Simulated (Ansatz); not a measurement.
Geometry relaxation of Ni12Si5 (part 3 of 3)

Ni12Si5 (P1, 17 atoms in the cell); DFT r2SCAN, scalar-relativistic, plane waves, PAW (Ansatz 0.2.0); cutoff 500 eV, 3×3×3 k-mesh, Gaussian smearing of 0.1 eV. The structure was built on a prototype by a generator; it need not be a known phase. The run did not end well. It belongs to a series of runs on one base structure; here: 1 of 6 Si atoms taken out at random.

Geometry of the input (Å; fractional positions):
```
1.9348  -3.3511  4.9268
1.9348  3.3511  4.9268
-3.8695  0.0000  4.9268
Si 0.9143  0.5791  0.2476
Si 0.2579  0.9155  0.5785
Si 0.5799  0.2502  0.9150
Si 0.4136  0.7493  0.0846
Si 0.7559  0.0804  0.4196
Ni 0.9950  0.0004  0.9962
Ni 0.3275  0.3325  0.3350
Ni 0.6654  0.6650  0.6715
Ni 0.5034  0.5000  0.4979
Ni 0.8310  0.8329  0.8361
Ni 0.1709  0.1637  0.1716
Ni 0.7462  0.4240  0.0780
Ni 0.0785  0.7486  0.4196
Ni 0.4173  0.0843  0.7458
Ni 0.2397  0.5861  0.9175
Ni 0.5848  0.9102  0.2535
Ni 0.9196  0.2513  0.5810
```

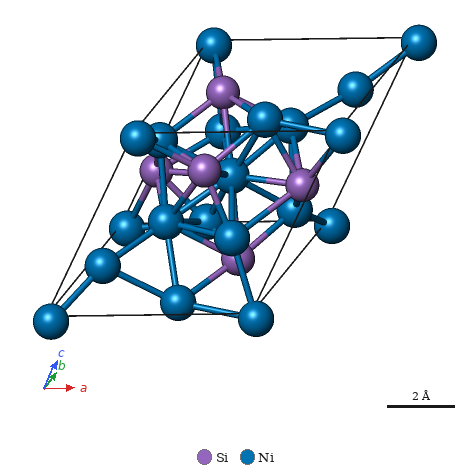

*The geometry at step 4 of the log (ball-and-stick view of the reduced cell, seen at an oblique angle).*

### The program's output, continued
```
  k-point 1: bands = ["-89.8539", "-89.6287", "-89.6274", "-89.6241", "-89.6219", "-89.6186", "-89.6177", "-89.4982", "-89.4977", "-89.4347", "-89.4346", "-89.4341", "-48.8439", "-48.7817", "-48.7814", "-48.6454", "-48.6347", "-48.6312", "-48.6244", "-48.6201", "-48.6158", "-48.6131", "-48.6106", "-48.6021", "-48.5816", "-48.5490", "-48.5386", "-48.5317", "-48.5287", "-48.5216", "-48.5171", "-48.4706", "-48.4696", "-48.4654", "-48.4627", "-48.4610", "-48.4599", "-48.4372", "-48.4329", "-48.4310", "-48.3463", "-48.3435", "-48.3432", "-48.3162", "-48.2960", "-48.2957", "-48.2489", "-48.2368", "4.8745", "6.5381", "7.8686", "8.1526", "8.5678", "9.9532", "10.2754", "10.8994", "10.9553", "11.1877", "11.9097", "12.2409", "12.4294", "12.5852", "12.6852", "12.7714", "13.1391", "13.3378", "13.3502", "13.4708", "13.6245", "13.7304", "13.8669", "13.9001", "13.9208", "13.9683", "14.0247", "14.1326", "14.1719", "14.3220", "14.3744", "14.4085", "14.4548", "14.5654", "14.5971", "14.7913", "14.8247", "14.8400", "15.0369", "15.0791", "15.1428", "15.1596", "15.3342", "15.4476", "15.4834", "15.5759", "15.6571", "15.6708", "15.7357", "15.7826", "15.8334", "15.9266", "15.9434", "15.9752", "16.0088", "16.0167", "16.0932", "16.1293", "16.1799", "16.2395", "16.3110", "16.3505", "16.3928", "16.4700", "16.5456", "16.7097", "16.8569", "16.9157", "17.0235", "17.1669", "17.5037", "17.7832", "17.9865", "18.2991", "18.5995", "18.6828", "19.3883", "20.1896", "21.2300", "21.6517", "21.8546", "22.0230", "22.8247", "23.1655", "23.2943", "23.7842", "23.9147", "24.5003", "24.5667", "24.7828", "25.1300", "25.3955", "25.5534", "25.7671"]
  k-point 2: bands = ["-89.8539", "-89.6287", "-89.6274", "-89.6241", "-89.6219", "-89.6186", "-89.6177", "-89.4982", "-89.4977", "-89.4347", "-89.4346", "-89.4341", "-48.8439", "-48.7818", "-48.7813", "-48.6454", "-48.6348", "-48.6312", "-48.6244", "-48.6201", "-48.6158", "-48.6131", "-48.6106", "-48.6021", "-48.5816", "-48.5490", "-48.5386", "-48.5317", "-48.5286", "-48.5216", "-48.5172", "-48.4706", "-48.4696", "-48.4654", "-48.4627", "-48.4610", "-48.4599", "-48.4372", "-48.4328", "-48.4310", "-48.3463", "-48.3435", "-48.3432", "-48.3162", "-48.2961", "-48.2956", "-48.2489", "-48.2368", "4.8745", "6.5381", "7.8686", "8.1526", "8.5677", "9.9532", "10.2754", "10.8995", "10.9553", "11.1877", "11.9097", "12.2409", "12.4295", "12.5852", "12.6851", "12.7714", "13.1391", "13.3378", "13.3502", "13.4708", "13.6244", "13.7304", "13.8669", "13.9001", "13.9208", "13.9683", "14.0247", "14.1326", "14.1719", "14.3220", "14.3744", "14.4086", "14.4548", "14.5654", "14.5972", "14.7913", "14.8247", "14.8400", "15.0369", "15.0790", "15.1428", "15.1597", "15.3342", "15.4476", "15.4833", "15.5758", "15.6571", "15.6708", "15.7357", "15.7826", "15.8334", "15.9266", "15.9434", "15.9752", "16.0088", "16.0167", "16.0932", "16.1294", "16.1799", "16.2395", "16.3110", "16.3505", "16.3928", "16.4700", "16.5456", "16.7097", "16.8569", "16.9157", "17.0234", "17.1669", "17.5037", "17.7833", "17.9864", "18.2992", "18.5995", "18.6829", "19.3884", "20.1898", "21.2300", "21.6516", "21.8545", "22.0230", "22.8248", "23.1655", "23.2945", "23.7842", "23.9146", "24.5002", "24.5667", "24.7828", "25.1298", "25.3953", "25.5533", "25.7671"]
  k-point 13: bands = ["-89.8539", "-89.6284", "-89.6274", "-89.6243", "-89.6221", "-89.6186", "-89.6177", "-89.4983", "-89.4976", "-89.4347", "-89.4346", "-89.4341", "-48.8439", "-48.7819", "-48.7817", "-48.6449", "-48.6359", "-48.6287", "-48.6256", "-48.6207", "-48.6161", "-48.6147", "-48.6091", "-48.6010", "-48.5808", "-48.5496", "-48.5408", "-48.5288", "-48.5277", "-48.5212", "-48.5188", "-48.4702", "-48.4683", "-48.4650", "-48.4639", "-48.4623", "-48.4579", "-48.4392", "-48.4326", "-48.4317", "-48.3459", "-48.3432", "-48.3429", "-48.3175", "-48.2961", "-48.2956", "-48.2485", "-48.2368", "5.8883", "6.2892", "6.6915", "7.5174", "8.1886", "9.9620", "10.7315", "11.1572", "11.3262", "11.6660", "11.9801", "12.1579", "12.4831", "12.6324", "12.8119", "12.9556", "13.1291", "13.2467", "13.2702", "13.5434", "13.5831", "13.6465", "13.8489", "13.8961", "13.9848", "14.0261", "14.1207", "14.1849", "14.2477", "14.3656", "14.4983", "14.5081", "14.6119", "14.6699", "14.6759", "14.7615", "14.8415", "14.9301", "14.9936", "15.1072", "15.1512", "15.2126", "15.2717", "15.3385", "15.4264", "15.4936", "15.6044", "15.6333", "15.6499", "15.6668", "15.7345", "15.7972", "15.8674", "15.8977", "15.9258", "15.9724", "16.0083", "16.0685", "16.1355", "16.1589", "16.3439", "16.3874", "16.4743", "16.4987", "16.6426", "16.7761", "16.8105", "16.8896", "17.0483", "17.1255", "17.2930", "17.9162", "18.9636", "19.0306", "19.4562", "19.6015", "19.6628", "19.8644", "20.1673", "20.9783", "21.3016", "21.4234", "22.2344", "22.5437", "22.7481", "22.9646", "23.4957", "23.7779", "23.9166", "24.4389", "24.5272", "24.7108", "25.0362", "25.2846"]
End of that report.
Error: SIGTERM received: cancelled by the caller after 1 completed SCF iterations
```

### Trajectory as extended XYZ (Å, eV, eV/Å), 7 frames, from step=1 to step=7
```
17
Lattice="1.9348 -3.3511 4.9268 1.9348 3.3511 4.9268 -3.8695 0.0000 4.9268" Properties=species:S:1:pos:R:3:forces:R:3 step=1 energy=-73345.07096 pressure_GPa=-5.34
Si    1.9311   -1.1232    8.5772   -0.1215  -0.1789   0.1592
Si    0.0318    2.2035    8.6314   -0.6810   0.4759  -0.0746
Si   -1.9346   -1.1050    8.5981    0.1097   0.1019   0.0782
Si    1.9225    1.1249    6.1461    0.0363   0.3143  -0.2279
Si   -0.0054   -2.2637    6.1874    0.3600   0.4670   0.0686
Ni   -1.9291   -3.3330    9.8123   -0.2323  -0.1227   0.4207
Ni   -0.0192    0.0167    4.9024    0.4380  -0.2561   0.2566
Ni   -0.0243   -0.0011    9.8629    0.0290   0.2298  -0.3258
Ni    0.0144   -0.0113    7.3967   -0.0149  -0.0693  -0.0614
Ni   -0.0161    0.0063   12.3174    0.1575   0.3189  -0.0190
Ni   -0.0165   -0.0241    2.4942   -0.0644  -0.0686  -0.5147
Ni    1.9622   -1.0798    6.1502    0.0900  -0.8427  -0.0684
Ni   -0.0232    2.2459    6.1421   -0.4275  -0.6195   0.0054
Ni   -1.9156   -1.1159    6.1459   -0.1915   0.6657   0.0560
Ni   -1.9527    1.1608    8.5891    0.3350  -0.5021   0.0043
Ni    1.9115    1.0903    8.6145    0.5501   0.1448   0.1840
Ni    0.0172   -2.2394    8.6317   -0.3723  -0.0585   0.0590
17
Lattice="1.9254 -3.3309 4.8887 1.9237 3.3307 4.8893 -3.8499 0.0014 4.8893" Properties=species:S:1:pos:R:3:forces:R:3 step=2 energy=-73345.34078 pressure_GPa=-2.44
Si    1.9209   -1.1260    8.5180   -0.0774  -0.0639   0.1420
Si    0.0140    2.2058    8.5619   -0.4174   0.2830  -0.0733
Si   -1.9185   -1.0953    8.5358    0.0366   0.0444   0.0596
Si    1.9142    1.1180    6.0868    0.0260   0.2033  -0.1883
Si   -0.0040   -2.2403    6.1479    0.2317   0.3094   0.0451
Ni   -1.9393   -3.3226    9.7518   -0.1947  -0.1856   0.2523
Ni    0.0050   -0.0006    4.8684    0.3767  -0.1674   0.1591
Ni   -0.0203    0.0213    9.7767   -0.0006   0.2315  -0.1809
Ni    0.0250   -0.0143    7.3368    0.0494  -0.1130  -0.0599
Ni   -0.0145    0.0270   12.2226    0.1536   0.2842  -0.0110
Ni   -0.0263   -0.0305    2.4589   -0.1397  -0.0163  -0.3116
Ni    1.9786   -1.1057    6.1023    0.1542  -0.6276  -0.0336
Ni   -0.0578    2.2073    6.0959   -0.3859  -0.4599   0.0050
Ni   -1.9105   -1.0626    6.1000   -0.1428   0.5452   0.0332
Ni   -1.9366    1.1414    8.5062    0.2171  -0.3281  -0.1528
Ni    1.9099    1.0913    8.5537    0.3402   0.1004   0.1232
Ni    0.0080   -2.2241    8.5861   -0.2266  -0.0395   0.1922
17
Lattice="1.9121 -3.3071 4.8388 1.9109 3.3056 4.8382 -3.8267 0.0003 4.8399" Properties=species:S:1:pos:R:3:forces:R:3 step=3 energy=-73345.89220 pressure_GPa=-0.26
Si    1.9103   -1.1301    8.4521   -0.0190  -0.1088   0.0546
Si   -0.0149    2.2096    8.4629   -0.2048   0.1280  -0.0270
Si   -1.8984   -1.0883    8.4573    0.0944   0.0563   0.0231
Si    1.9045    1.1032    5.9625    0.0155   0.0646   0.0987
Si   -0.0085   -2.2115    6.1343    0.0786   0.1024  -0.1484
Ni   -2.0133   -3.3855    9.6661   -0.0984  -0.2489  -0.0039
Ni    0.1201   -0.0416    4.8222    0.2619   0.0306   0.0220
Ni   -0.0374    0.1282    9.6634   -0.1339   0.1803   0.0026
Ni    0.0953   -0.0811    7.2578    0.0949  -0.2230  -0.0189
Ni    0.0110    0.1312   12.0978    0.1670   0.1994  -0.0015
Ni   -0.1213   -0.0504    2.4173   -0.2446   0.0328   0.0001
Ni    2.0802   -1.1934    6.0442    0.1499  -0.2214  -0.0196
Ni   -0.1809    2.1128    6.0378   -0.2059  -0.1877  -0.0004
Ni   -1.9105   -0.9030    6.0382   -0.0345   0.2553   0.0059
Ni   -1.9162    1.1103    8.2242    0.0324  -0.0664  -0.4604
Ni    1.9052    1.0951    8.4703    0.0841   0.0208   0.0162
Ni   -0.0021   -2.2048    8.6884   -0.0376  -0.0141   0.4568
17
Lattice="1.9033 -3.2947 4.8188 1.9028 3.2929 4.8178 -3.8095 -0.0005 4.8196" Properties=species:S:1:pos:R:3:forces:R:3 step=4 energy=-73346.28635 pressure_GPa=0.80
Si    1.9028   -1.1543    8.4214   -0.0056  -0.1268   0.0178
Si   -0.0468    2.2202    8.4241   -0.1486   0.0898  -0.0129
Si   -1.8649   -1.0698    8.4243    0.1175   0.0621   0.0050
Si    1.8982    1.0970    5.9605    0.0099   0.0281   0.3443
Si   -0.0071   -2.1997    6.0859    0.0352   0.0467  -0.3518
Ni   -2.0506   -3.4537    9.6215   -0.0679  -0.1854  -0.0066
Ni    0.2071   -0.0441    4.7990    0.1768   0.0452   0.0238
Ni   -0.0756    0.2052    9.6161   -0.1152   0.1350   0.0599
Ni    0.1426   -0.1531    7.2325    0.0937  -0.1837  -0.0378
Ni    0.0512    0.2049   12.0519    0.1199   0.1486  -0.0266
Ni   -0.2069   -0.0511    2.4107   -0.2060   0.0122   0.0175
Ni    2.1445   -1.2393    6.0159    0.1116  -0.1087  -0.0113
Ni   -0.2535    2.0600    6.0138   -0.1295  -0.1025  -0.0048
Ni   -1.9032   -0.8132    6.0150   -0.0071   0.1517  -0.0037
Ni   -1.9061    1.0990    7.9942   -0.0092   0.0049  -0.5119
Ni    1.8992    1.0952    8.4380    0.0148  -0.0025  -0.0068
Ni   -0.0051   -2.1946    8.8421    0.0098  -0.0147   0.5061
17
Lattice="1.9004 -3.2926 4.8159 1.8991 3.2915 4.8158 -3.8018 0.0006 4.8167" Properties=species:S:1:pos:R:3:forces:R:3 step=5 energy=-73346.58692 pressure_GPa=0.69
Si    1.8995   -1.1888    8.4184    0.0124  -0.1696  -0.0080
Si   -0.0853    2.2426    8.4175   -0.1224   0.0456   0.0070
Si   -1.8283   -1.0488    8.4201    0.1530   0.0929  -0.0144
Si    1.8973    1.0986    6.0350   -0.0043  -0.0170   0.3703
Si   -0.0017   -2.1918    6.0071   -0.0253  -0.0281  -0.3721
Ni   -2.0813   -3.5236    9.6115    0.0094  -0.1176  -0.0231
Ni    0.2842   -0.0375    4.7955    0.1004   0.0758  -0.0245
Ni   -0.1163    0.2718    9.6090   -0.1059   0.0576   0.0058
Ni    0.1819   -0.2212    7.2319   -0.0059  -0.1148   0.0145
Ni    0.0942    0.2706   12.0468    0.1150   0.0590   0.0133
Ni   -0.2860   -0.0486    2.4143   -0.1083   0.0705   0.0340
Ni    2.1967   -1.2773    6.0088   -0.1200   0.0890   0.0065
Ni   -0.3097    2.0239    6.0107    0.1305   0.0950  -0.0079
Ni   -1.8992   -0.7450    6.0126    0.0071  -0.1612  -0.0190
Ni   -1.9027    1.0966    7.8036   -0.0242   0.0245  -0.1857
Ni    1.8980    1.0977    8.4353   -0.0351   0.0009  -0.0157
Ni   -0.0058   -2.1923    9.0196    0.0237  -0.0025   0.2189
17
Lattice="1.8903 -3.2745 4.8975 1.8900 3.2743 4.8975 -3.7808 0.0002 4.8977" Properties=species:S:1:pos:R:3:forces:R:3 step=6 energy=-73346.70829 pressure_GPa=0.20
Si    1.8877   -1.2234    8.5626   -0.0004   0.0254   0.0004
Si   -0.1184    2.2505    8.5629    0.0244  -0.0136  -0.0004
Si   -1.7783   -1.0234    8.5629   -0.0216  -0.0132  -0.0005
Si    1.8875    1.0927    6.2590   -0.0013  -0.0016  -0.0945
Si   -0.0026   -2.1818    5.9714   -0.0006  -0.0017   0.0927
Ni   -2.0743   -3.5649    9.7669    0.0171  -0.0165  -0.0305
Ni    0.3404   -0.0100    4.8693    0.0042   0.0247  -0.0308
Ni   -0.1651    0.3041    9.7669   -0.0231  -0.0080  -0.0311
Ni    0.1790   -0.2895    7.3597   -0.0186  -0.0169   0.0302
Ni    0.1577    0.3042   12.2570    0.0251  -0.0100   0.0321
Ni   -0.3452   -0.0114    2.4621   -0.0063   0.0264   0.0307
Ni    2.1537   -1.2450    6.1141    0.0407  -0.0210   0.0001
Ni   -0.2700    2.0305    6.1140   -0.0385  -0.0214   0.0006
Ni   -1.8924   -0.7823    6.1140   -0.0005   0.0459   0.0002
Ni   -1.8933    1.0927    7.7931   -0.0002   0.0014   0.0362
Ni    1.8875    1.0925    8.5644   -0.0023  -0.0002  -0.0009
Ni   -0.0031   -2.1817    9.3319    0.0019   0.0003  -0.0346
17
Lattice="1.8951 -3.2825 4.8751 1.8951 3.2825 4.8751 -3.7903 0.0000 4.8751" Properties=species:S:1:pos:R:3:forces:R:3 step=7 energy=-73346.71448 pressure_GPa=-0.04
Si    1.8926   -1.2212    8.5236   -0.0001  -0.0048   0.0004
Si   -0.1137    2.2534    8.5236   -0.0042   0.0027   0.0005
Si   -1.7870   -1.0288    8.5236    0.0041   0.0022   0.0002
Si    1.8924    1.0953    6.2130    0.0001  -0.0001  -0.0061
Si   -0.0027   -2.1872    5.9609   -0.0002   0.0000   0.0052
Ni   -2.0784   -3.5708    9.7206    0.0029   0.0051  -0.0028
Ni    0.3382   -0.0105    4.8455   -0.0061   0.0007  -0.0025
Ni   -0.1632    0.3023    9.7206    0.0028  -0.0056  -0.0030
Ni    0.1783   -0.2875    7.3272   -0.0036   0.0050   0.0034
Ni    0.1567    0.3023   12.2024   -0.0020  -0.0061   0.0028
Ni   -0.3431   -0.0114    2.4522    0.0059   0.0011   0.0029
Ni    2.1629   -1.2497    6.0862    0.0043  -0.0015  -0.0005
Ni   -0.2738    2.0335    6.0861   -0.0029  -0.0023   0.0002
Ni   -1.8974   -0.7803    6.0861   -0.0006   0.0043   0.0003
Ni   -1.8979    1.0954    7.7735   -0.0002   0.0000  -0.0057
Ni    1.8924    1.0953    8.5248   -0.0002  -0.0005  -0.0013
Ni   -0.0028   -2.1871    9.2734    0.0001  -0.0002   0.0060
```

### Outcome

| quantity | value |
| --- | --- |
| outcome | stopped at the time limit |
| space group (tolerance 0.01 Å) | P1 (1) → R32 (155) |
| final cell | a = 6.175 Å, b = 6.175 Å, c = 6.175 Å, α = 64.22°, β = 64.22°, γ = 64.22° |
| hardware | 4 threads of Intel Xeon @ 2.50GHz (Skylake/Cascade Lake), 192 GiB of memory available, shared host |
| wall time | 6.3 min (CPU time 24 min) |
| peak memory | 1.6 GiB |

The run was cut off by its time limit, so the output is incomplete.
